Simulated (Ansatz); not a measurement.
# NaCl: 6 runs along one coordinate

System: NaCl (I4/mmm, 2 atoms in the cell).
Method: DFT PBEsol, scalar-relativistic, plane waves, PAW, no spin polarisation (Ansatz 0.2.0).

The 6 runs differ only in the geometry, by a strain of the cell at fixed fractional positions. Against run 4, the strain is εyy = η. The structure derives from an entry of the Crystallography Open Database.

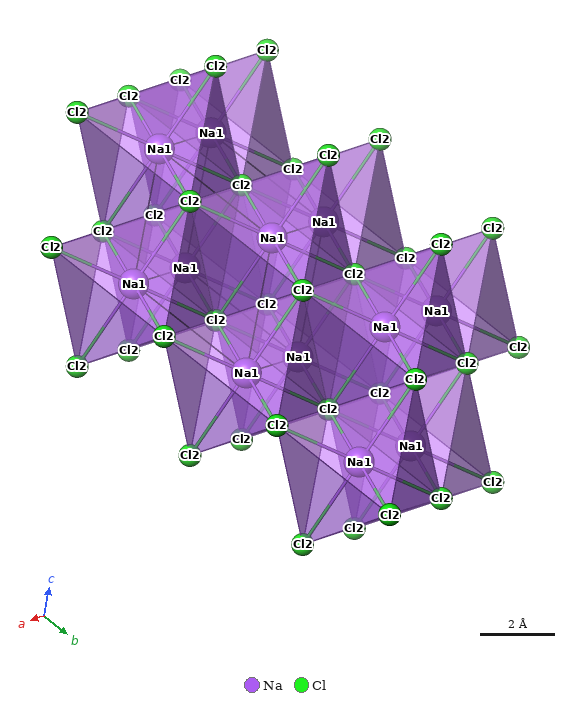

Figure 1. The structure of run 4 (polyhedral view of the reduced cell, repeated 1 × 2 × 1, seen slightly off an axis; polyhedra are completed across the faces of the cell; atoms are numbered from 1 in the order of the input). An atom can appear more than once, as a periodic image.

**Input of run 4**
```yaml
crystal:
  lattice:
    - [0.0, 2.84590875, 2.83175]
    - [2.83175, 0.0, 2.83175]
    - [2.83175, 2.84590875, 0.0]
  atoms:
    - { symbol: Na, position: [0.0, 0.0, 0.0] }
    - { symbol: Cl, position: [0.5, 0.5, 0.5] }
basis:
  ecutwfc: 420
kpoints:
  mp_grid: { grid: [8, 8, 8] }
hamiltonian:
  xc: pbesol
scf:
  occupations: { method: gaussian, width: 0.05 }
output:
  forces: true
  stress: true
  eigenvalues: true
```

Command:
```bash
ansatz run input.yaml --threads 1 --pin off --max-ram 2560MiB --backend cpu --events-out ev --progress --plain --runs-dir out
```

Lattice vectors (Å) and fractional positions of run 4:
```
   0.000000    2.845909    2.831750
   2.831750    0.000000    2.831750
   2.831750    2.845909    0.000000
Na  0.000000  0.000000  0.000000
Cl  0.500000  0.500000  0.500000
```

Run 5 differs from it as follows:
```diff
-    - [0.0, 2.84590875, 2.83175]
+    - [0.0, 2.87422625, 2.83175]
-    - [2.83175, 2.84590875, 0.0]
+    - [2.83175, 2.87422625, 0.0]
```

**Results, with one run withheld**

| run | strain parameter η (%) | free energy per atom, from the lowest run given (meV) | pressure (GPa) | gap on the mesh (eV) |
| --- | --- | --- | --- | --- |
| 1 | −2.4876 | 0.00 | −0.29 | 4.96 |
| 2 | −1.4925 | 0.02 | −0.55 | 4.92 |
| 3 | −0.9950 | 0.31 | −0.67 | 4.91 |
| 4 | 0.0000 | 1.42 | −0.89 | 4.87 |
| 5 | 0.9950 | ? | ? | ? |
| 6 | 1.2438 | 3.65 | −1.13 | 4.82 |

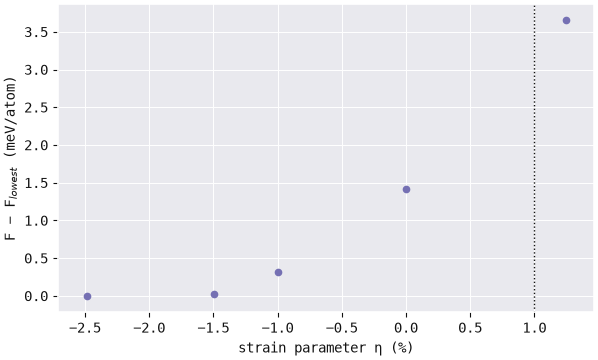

Figure 2. Free energy per atom of the runs given; the dotted line marks run 5.

What should run 5 give?

A cubic polynomial in the coordinate, fitted to the 5 runs given, misses them by under 0.01 meV per atom. With x = η + 0.7463, it reads F = 0.52704 + 0.94752 x + 0.34338 x² − 0.015542 x³ (meV per atom). At run 5 it gives 3.14 meV per atom, and the run itself gives 3.13. The fit has its minimum at η = −2.0165 %. The gap on the mesh goes, without turning, from 4.96 eV in run 1 to 4.82 eV in run 6; run 5 has 4.83 eV. These are gaps of this functional on this mesh, which can miss the band edges; they aren't the measured gap.

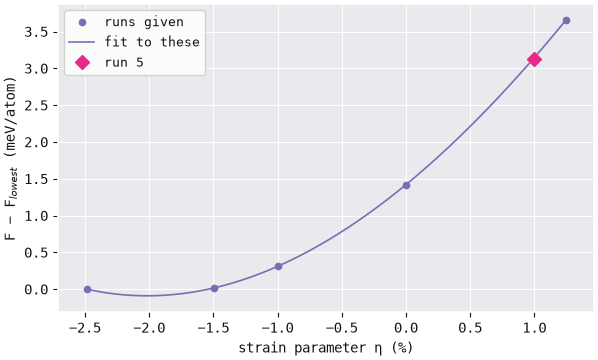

Figure 3. The fit and the withheld run.

**Output, shortened to warnings, some set-up lines, iterations and results (run 5)**
```
Basis set: ecut = 420 eV, 909 PW (Γ), exchange–correlation on 54×54×54 points (8 copies of the dense FFT grid, shifted against one another)
Symmetry: 16 space group operations
k-points: 59 of 512
Initial density: superposition of atomic densities (neutral atoms: chi_scale 0, normalization atom), corrected by the library's trained network
[...]
SCF iter   1: F=—  HF=-2540.281072 eV  |F-HF|=—  |Δ(HF+E_count)|=         —  Δρ=2.76e-3  dr2=3.82e-3  ethr=1.77e-3  ⟨swp⟩=5.6  Hψ=4159  notcnv=0
SCF iter   2: F=—  HF=-2540.278414 eV  |F-HF|=—  |Δ(HF+E_count)|=   2.66e-3  Δρ=1.14e-3  dr2=7.48e-4  ethr=2.39e-5  ⟨swp⟩=2.8  Hψ=1605  notcnv=0
SCF iter   3: F=—  HF=-2540.278344 eV  |F-HF|=—  |Δ(HF+E_count)|=   7.00e-5  Δρ=6.68e-4  dr2=2.78e-4  ethr=4.68e-6  ⟨swp⟩=2.0  Hψ=944  notcnv=0
SCF iter   4: F=—  HF=-2540.278244 eV  |F-HF|=—  |Δ(HF+E_count)|=   9.95e-5  Δρ=1.07e-4  dr2=2.88e-6  ethr=1.74e-6  ⟨swp⟩=2.0  Hψ=925  notcnv=0
SCF iter   5: F=—  HF=-2540.278278 eV  |F-HF|=—  |Δ(HF+E_count)|=   3.39e-5  Δρ=5.42e-5  dr2=2.46e-6  ethr=1.80e-8  ⟨swp⟩=2.0  Hψ=1156  notcnv=0
SCF iter   6: F=—  HF=-2540.278278 eV  |F-HF|=—  |Δ(HF+E_count)|=   4.84e-7  Δρ=2.20e-5  dr2=4.02e-7  ethr=1.54e-8  ⟨swp⟩=2.0  Hψ=806  notcnv=0
SCF iter   7: F=-2540.278277 eV  HF=-2540.278278 eV  |F-HF|=1.06e-8  |Δ(HF+E_count)|=   9.29e-8  Δρ=4.65e-6  dr2=1.75e-8  ethr=6.25e-10  ⟨swp⟩=4.5  Hψ=2436  notcnv=0
SCF 1 converged in 7 iterations: F = -2540.278277 eV  dr2 = 1.75e-8
SCF converged after 7 iterations
Free energy (F): -2540.278277 eV
Harris-Foulkes:  -2540.278278 eV  (|F-HF|=1.06e-8)
Internal energy: -2540.278277 eV  (E = F + TS)
E sigma→0 (E₀):  -2540.278277 eV
Fermi energy:    3.267494 eV
--- Per-component energies (eV) ---
  E_band       = -237.383383
  E_kinetic    = 282.159194
  E_local      = -1542.895569  (includes V_loc(G=0)·N_el)
  E_nonlocal   = 144.737975
  E_hartree    = 543.275063
  E_xc         = -144.782552
  E_vxc        = -171.559566  (∫ρ·V_xc dr)
  E_paw        = -895.319673  (= ΣΔE_a)
  E_vpaw       = -36.376805  (= ΣTr[D̂ρ^β])
  E_aug_tail   = 0.000073  (compensation charges beyond the density's cutoff)
  E_ewald      = -927.585915
  E_core_change = 0.133126  (= ΣΔE_core)
  E_smearing   = -0.000000  (= −TS)
  E_closure    = 0.000000  (closes the sum)
  Σ components = -2540.278277   (vs F -2540.278277, Δ=0.00e0)
--- Forces (eV/Å), atoms counted from 1 ---
  atom   1  Na    -0.00000000     0.00000000    -0.00000000
  atom   2  Cl     0.00000000     0.00000000     0.00000000
  max |Σ_I F_I| component: 2.91e-30 eV/Å
--- Stress (GPa, compression-positive) ---
       -0.930914       0.000000       0.000000
        0.000000      -1.402120      -0.000000
        0.000000       0.000000      -0.930914
  P = ⅓ Tr σ = -1.0880 GPa (-10.880 kbar)
```
